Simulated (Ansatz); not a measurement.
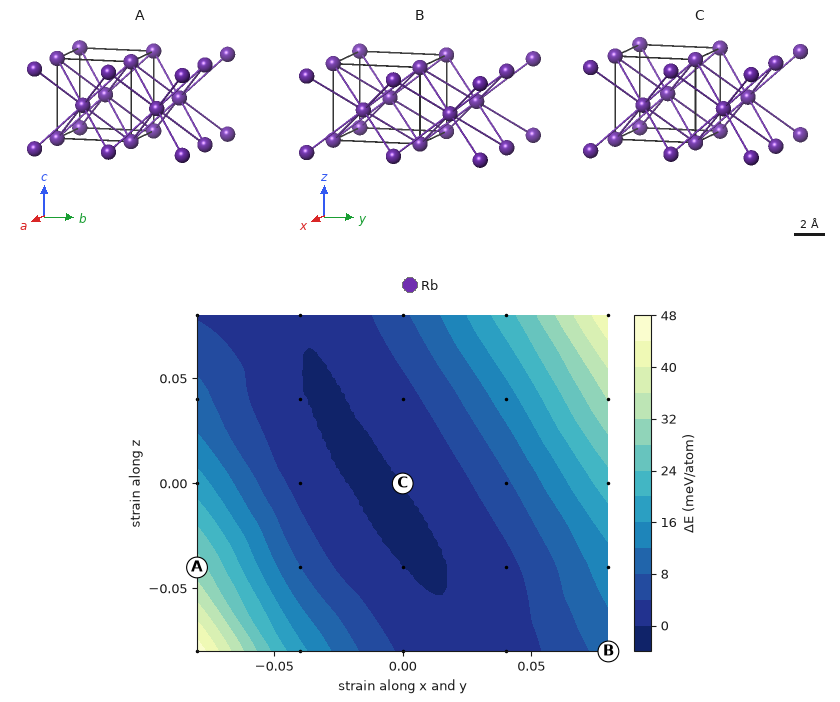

Energy scan for crystalline Rb (Im-3m), in which the cell is strained equally along x and y and separately along z, with the atoms kept at their fractional coordinates. x, y and z are the Cartesian axes of the input. The map is interpolated between the computed points (dots). The lettered frames are marked on it. The picture is a ball-and-stick view of the conventional cell (2 times the calculation's cell), repeated 2 × 2 × 1 with one cell outlined, seen slightly off an axis. Lengths and directions refer to the drawn axes.

All numbers below come from DFT PBEsol, scalar-relativistic, plane waves, PAW (Ansatz 0.2.0). (plane-wave cutoff 420 eV; k-point mesh 12 × 12 × 12; occupations gaussian; smearing width 0.15 eV; no spin polarisation). Energies (free energies at the smearing named) are counted from the cell as listed in its source, which wasn't relaxed.

Q: What does the map show?

A: In pairs of (strain along x and y; strain along z): the lowest computed points lie at (0.000, 0.000), (0.000, −0.040) (0.0 meV/atom), the highest at (−0.080, −0.080) (46.5 meV/atom). The valley is tilted: raising the in-plane strain is made harder by raising the strain along z (cross term 0.83 of the geometric mean of the two curvatures). Over the ranges scanned the energy rises more along the first axis, the in-plane strain. The pressure runs from −0.5 GPa at (0.080, 0.080) to 1.0 GPa at (−0.080, −0.080). The frames lie at A (−0.080, −0.040): 30.0 meV/atom, B (0.080, −0.080): 9.5 meV/atom, C (0.000, 0.000): 0.0 meV/atom.
